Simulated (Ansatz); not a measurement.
Single-point calculation of FeCo3 (part 2 of 2)

FeCo3 (4 atoms in the cell); DFT PBEsol, scalar-relativistic, plane waves, PAW, spin-polarised (Ansatz 0.2.0); cutoff 420 eV, 12×12×12 k-mesh, Gaussian smearing of 0.1 eV, collinear spins. The structure derives from a Materials Project entry. It belongs to a series of runs on one base structure; here: volume fm: 0.86 V/V0.

Geometry of the input (Å; fractional positions):
```
3.3623  0.0000  0.0000
0.0000  3.3623  0.0000
0.0000  0.0000  3.3623
Fe 0.0000  0.0000  0.0000
Co 0.5000  0.5000  0.0000
Co 0.5000  0.0000  0.5000
Co 0.0000  0.5000  0.5000
```

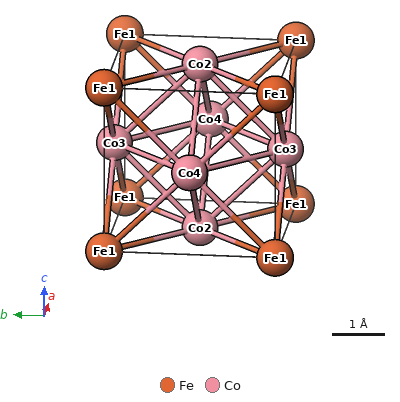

**Figure 1.** The structure (ball-and-stick view of the cell of the calculation, seen at an oblique angle; atoms are numbered from 1 in the order of the input). An atom can appear more than once, as a periodic image.

## Output, continued
```
--- Per-component energies (eV) ---
  E_band       = -734.201219
  E_kinetic    = 1732.899323
  E_local      = -9768.378106  (includes V_loc(G=0)·N_el)
  E_nonlocal   = 1582.032738
  E_hartree    = 4126.484808
  E_xc         = -597.820602
  E_vxc        = -774.929349  (∫ρ·V_xc dr)
  E_paw        = -5781.854619  (= ΣΔE_a)
  E_vpaw       = -1758.776072  (= ΣTr[D̂ρ^β])
  E_aug_tail   = 0.000973  (compensation charges beyond the density's cutoff)
  E_ewald      = -11021.444683
  E_core_change = 0.744459  (= ΣΔE_core)
  E_smearing   = -0.039618  (= −TS)
  E_closure    = -0.000000  (closes the sum)
  Σ components = -19727.375326   (vs F -19727.375326, Δ=0.00e0)
--- Forces (eV/Å), atoms counted from 1 ---
  atom   1  Fe    -0.00000000     0.00000000    -0.00000000
  atom   2  Co     0.00000000     0.00000000    -0.00000000
  atom   3  Co     0.00000000    -0.00000000     0.00000000
  atom   4  Co     0.00000000    -0.00000000     0.00000000
  max |Σ_I F_I| component: 1.44e-28 eV/Å
--- Stress (GPa, compression-positive) ---
       22.617604       0.000000       0.000000
        0.000000      22.617604       0.000000
        0.000000       0.000000      22.617604
  P = ⅓ Tr σ = 22.6176 GPa (226.176 kbar)
--- Band table (eV; the first three rows and the last of 168) ---
  k-point 0 ↑: bands = ["-73.4816", "-73.3815", "-73.3815", "-66.0142", "-37.0282", "-37.0282", "-37.0282", "-36.8066", "-36.8066", "-36.8066", "-36.6723", "-36.6723", "-36.6723", "-32.1938", "-32.1938", "-32.1938", "12.1427", "15.9282", "15.9282", "16.2388", "16.8204", "16.8204", "16.8204", "19.3651", "19.3651", "19.3651", "20.8009", "20.8009", "21.7726", "21.8731", "21.8731", "22.1702", "22.1702", "22.1702", "22.3499", "22.3499", "22.3499", "24.7959", "24.7959", "24.7959", "33.2647", "33.2647", "33.4722", "37.9858", "37.9858", "37.9858", "38.4574", "38.4574"]
  k-point 1 ↑: bands = ["-73.4800", "-73.3830", "-73.3815", "-66.0142", "-37.0245", "-37.0245", "-37.0223", "-36.8076", "-36.8076", "-36.8069", "-36.6785", "-36.6747", "-36.6747", "-32.1951", "-32.1941", "-32.1941", "12.2462", "15.9689", "15.9882", "16.2878", "16.8587", "16.8657", "16.8657", "19.3157", "19.4015", "19.4015", "20.7548", "20.8176", "21.7247", "21.8132", "21.8435", "21.8849", "21.8849", "22.1703", "22.2110", "22.2110", "22.3501", "24.3414", "25.2234", "25.2234", "33.2694", "33.3847", "33.9308", "37.6802", "37.6802", "37.7381", "38.2066", "38.4572"]
  k-point 2 ↑: bands = ["-73.4755", "-73.3873", "-73.3814", "-66.0142", "-37.0139", "-37.0139", "-37.0052", "-36.8109", "-36.8109", "-36.8079", "-36.6965", "-36.6814", "-36.6814", "-32.1988", "-32.1951", "-32.1951", "12.5524", "16.0666", "16.1601", "16.4364", "16.9717", "17.0017", "17.0017", "19.1722", "19.5098", "19.5098", "20.6225", "20.8665", "21.1875", "21.1875", "21.5672", "21.6400", "21.7772", "21.9974", "21.9974", "22.1706", "22.3504", "23.2702", "26.1554", "26.1554", "33.2853", "33.3982", "35.3659", "36.6399", "36.6399", "37.1317", "37.5967", "38.8967"]
  k-point 83 ↓: bands = ["-72.2374", "-72.2374", "-72.2374", "-63.8602", "-35.9879", "-35.8758", "-35.8758", "-35.8758", "-35.5455", "-35.5455", "-35.5455", "-35.5115", "-35.5115", "-30.0998", "-30.0998", "-30.0998", "16.8118", "16.8118", "16.8118", "16.8959", "20.2605", "20.2605", "20.2605", "20.3569", "20.3569", "20.3569", "20.5231", "20.5231", "21.6094", "21.7361", "21.7361", "21.7361", "23.0513", "23.0513", "23.0513", "23.4088", "23.4088", "23.4088", "23.5046", "23.5046", "30.4638", "30.4638", "30.4638", "30.7652", "44.0842", "44.0842", "44.0842", "44.1798"]
--- Löwdin populations: 4 sites ---
  site symbol       q [e]    m [muB]
     0     Fe     15.8321     1.8632
     1     Co     16.7763     0.9542
     2     Co     16.7763     0.9542
     3     Co     16.7763     0.9542
  spilling = 0.012520 (of n_electrons = 67.000000)
```

## File populations.tsv
```
# site	symbol	l	j	q_up	q_dn
# orbitals = lowdin
# n_electrons = 67.000000
# spilling = 0.012520
0	Fe	0_3S	-	0.990406	0.990887
0	Fe	0_4S	-	0.451003	0.468897
0	Fe	1_3P	-	2.997855	2.997626
0	Fe	2_3D	-	4.408429	2.527047
1	Co	0_3S	-	0.991038	0.991118
1	Co	0_4S	-	0.442972	0.469019
1	Co	1_3P	-	2.998282	2.998067
1	Co	2_3D	-	4.432972	3.452857
2	Co	0_3S	-	0.991038	0.991118
2	Co	0_4S	-	0.442972	0.469019
2	Co	1_3P	-	2.998282	2.998067
2	Co	2_3D	-	4.432972	3.452857
3	Co	0_3S	-	0.991038	0.991118
3	Co	0_4S	-	0.442972	0.469019
3	Co	1_3P	-	2.998282	2.998067
3	Co	2_3D	-	4.432972	3.452857
```

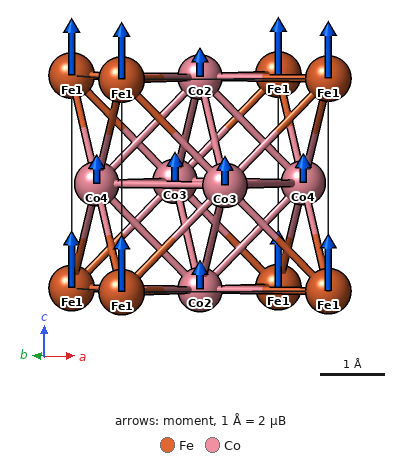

**Figure 2.** Magnetic moments of the sites as blue arrows (ball-and-stick view of the cell of the calculation, seen at an oblique angle; atoms are numbered from 1 in the order of the input); small moments hardly show. The run is collinear, so the axis drawn is arbitrary. Site moments: Fe1 (1.84 μB); all 3 Co atoms (0.95 μB). They are counted near the atoms and needn't add up to the moment of the cell.

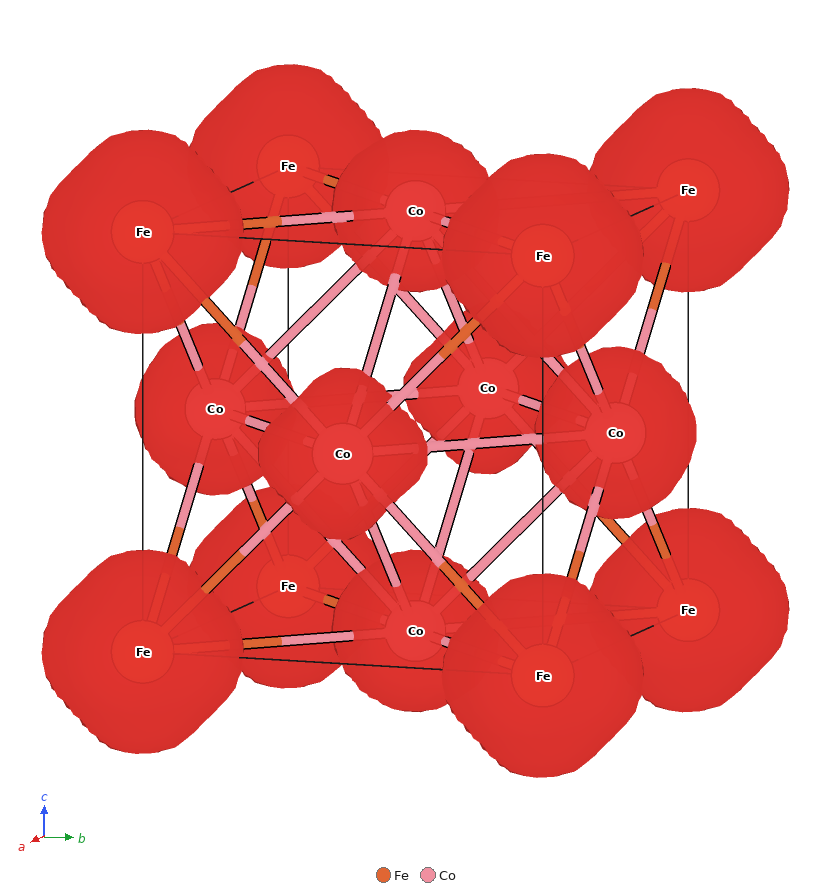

**Figure 3.** Isosurface of the spin density (up minus down) at +0.2 e/Å³ (red), seen slightly off an axis. Sticks mark near contacts. The outline is the cell set on symmetry axes. The cell of the calculation (4 atoms) carries 4.6 μB net. Core electrons are frozen (PAW), so the fields are smoothed inside the atomic spheres.

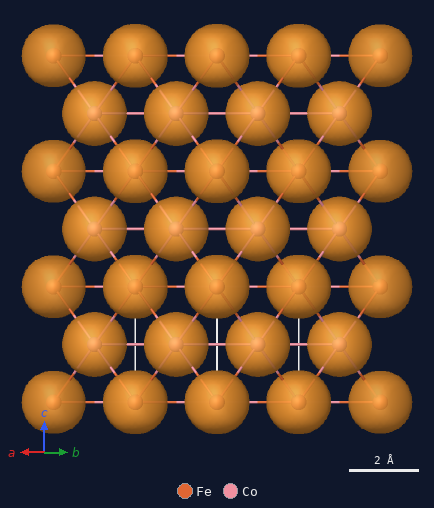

**Figure 4.** Isosurface of the valence electron density at 0.6 e/Å³ (orange), seen along [110]. Sticks mark near contacts. The outline is the cell set on symmetry axes. At this value the density breaks into separate islands; it holds about 85 % of the electrons treated as valence (semicore included). It is pinched off along the Fe–Co (2.38 Å) and Co–Co (2.38 Å) contacts. On the grid the lowest density along these lines, outside the cores, is 0.42 e/Å³ (Fe–Co, 2.38 Å) and 0.42 e/Å³ (Co–Co, 2.38 Å).

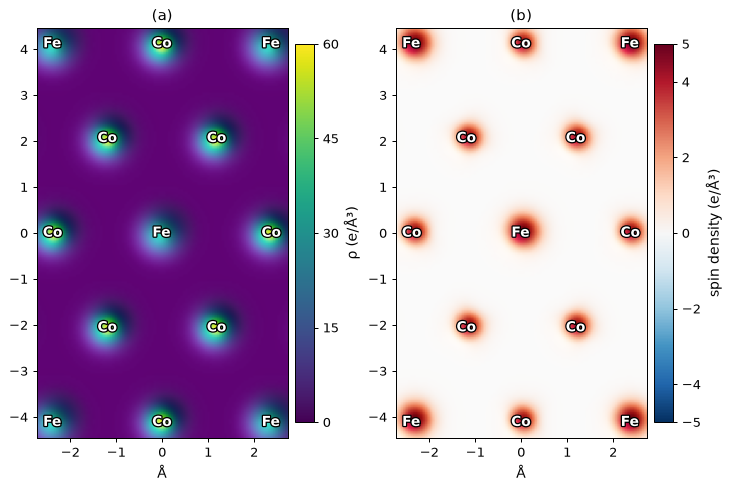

**Figure 5.** (a) valence charge density (pseudo); (b) spin density on the (111) plane of the conventional cell. Fe–Co (2.38 Å): the density is about 0.42 e/Å³ at the midpoint. Co–Co (2.38 Å): the density is about 0.42 e/Å³ at the midpoint. Away from the nuclei the density in this plane falls to 0.35 e/Å³ at its lowest. The cell of the calculation (4 atoms) carries 4.6 μB net.

## Results in brief

| quantity | value |
| --- | --- |
| outcome | converged |
| space group (tolerance 0.01 Å) | Pm-3m (221) |
| electrons treated | 67 |
| free energy | −19727.3753 eV |
| Fermi energy | 21.935 eV |
| gap on the k-point mesh | none (metallic) |
| net moment of the cell | 4.59 μB |
| integrated absolute moment | 4.88 μB |
| pressure | 22.62 GPa |
| largest force (length of the vector) | under 0.001 eV/Å |
| wall time | 57 s |
| peak memory | 0.54 GiB |

## Notes

The cell is under a pressure of 23 GPa at this level, so it is not at its equilibrium volume.
